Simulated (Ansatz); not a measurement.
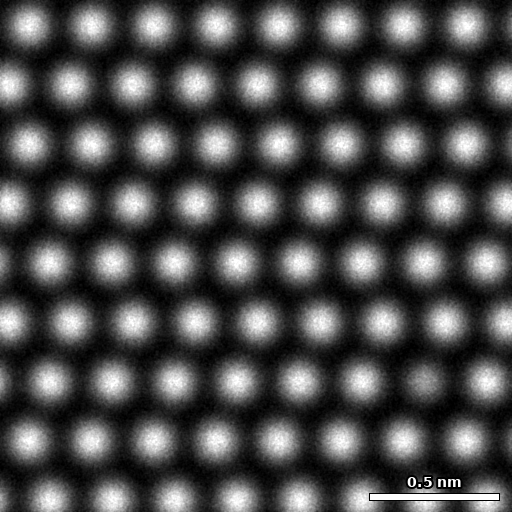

HAADF-like image of Al (R-3m, No. 166) along [100]. Simulation: incoherent imaging, intensity Z^1.8 per atom, probe width 1.30 Å, thin sample. The probe carries 15 % of its weight in a tail 2.5 times as wide. Shot noise was added.

The sample is 3 repeats (8.5 Å) thick. One point defect was put into the perfect crystal, without relaxing the atoms around it. Brightness is counted from the darkest point of the image. Host structure: the end point of a relaxation with Ansatz, DFT PBEsol, scalar-relativistic, plane waves, PAW; the starting structure was generated, so it need not be a known form of this composition.

Q: Where is the defect (in Å from the left and the top edge), and what does its contrast suggest?

A: At about 17 Å from the left and 15 Å from the top. The column is dimmer, which points to a vacancy or a lighter atom. The column holds 3 atoms (Al) through the sample, and one Al atom is missing, so its peak drops to about 65 % of that of its equals.
